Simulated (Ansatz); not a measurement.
System: Si₃N (slab).

Input file:

```
crystal:
  lattice:
    - [3.8417168278, 0.0, 0.0]
    - [0.0, 3.8417168278, 0.0]
    - [0.0, 0.0, 26.8912600509]
  atoms:
    - { symbol: Si, position: [0.0, 0.5, 0.3160878287] }
    - { symbol: Si, position: [0.0, 0.0, 0.3665968791] }
    - { symbol: Si, position: [0.5, 0.0, 0.4171059295] }
    - { symbol: Si, position: [0.5, 0.5, 0.4673192958] }
    - { symbol: Si, position: [0.0, 0.5, 0.5179111945] }
    - { symbol: Si, position: [0.0, 0.0, 0.5674347395] }
    - { symbol: "N", position: [0.5, 0.5, 0.5428914492] }
    - { symbol: "N", position: [0.5, 0.5, 0.5837969329] }
basis:
  ecutwfc: 420
kpoints:
  mp_grid: { grid: [8, 8, 1] }
hamiltonian:
  xc: pbesol
scf:
  occupations: { method: gaussian, width: 0.05 }
output:
  forces: true
  eigenvalues: true
  write_density: true
  write_potential: true
  elf: true
  volumetric_format: npy
relax:
  adjacent_minimum: "off"
  f_tol: 0.03
  max_steps: 70
  constraints: [{ sites: [0, 1, 2] }]
efield:
  axis: 3
  dipole_correction: true
  ramp_width: 0.04
```

Launched as:

```sh
ansatz run input.yaml --threads 1 --pin off --max-ram 2560MiB --backend cpu --events-out ev --progress --plain --runs-dir out
```

The fields are those of the relaxed geometry.

The calculation used DFT PBEsol, scalar-relativistic, plane waves, PAW (Ansatz 0.2.0).

Q: What will maps of the valence pseudo-density and electron localisation function show?

A: N–N (1.10 Å): ρ at the midpoint is about 4.6 e/Å³; the ELF peaks at about 0.85 between the atoms.

Q: Does the calculation give a band gap?

A: It is gapless in this calculation (a metal or semimetal).

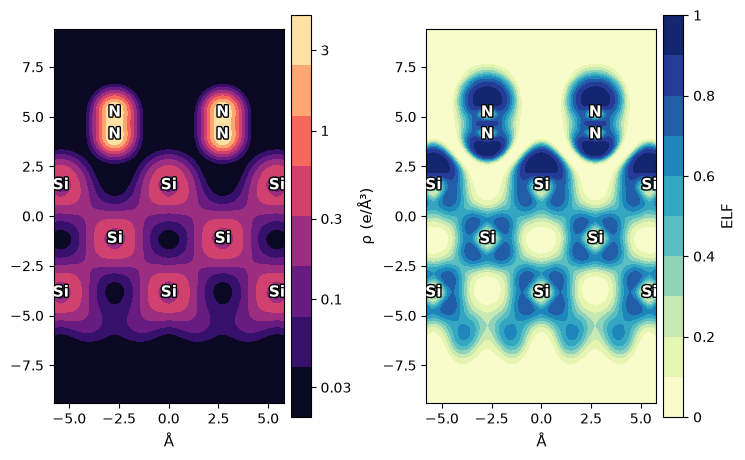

Computed valence pseudo-density and electron localisation function on the (110) plane of the calculation cell, a cut from vacuum to vacuum, in this order. 

Core electrons are frozen (PAW), and the valence fields are smoothed inside the atomic spheres.
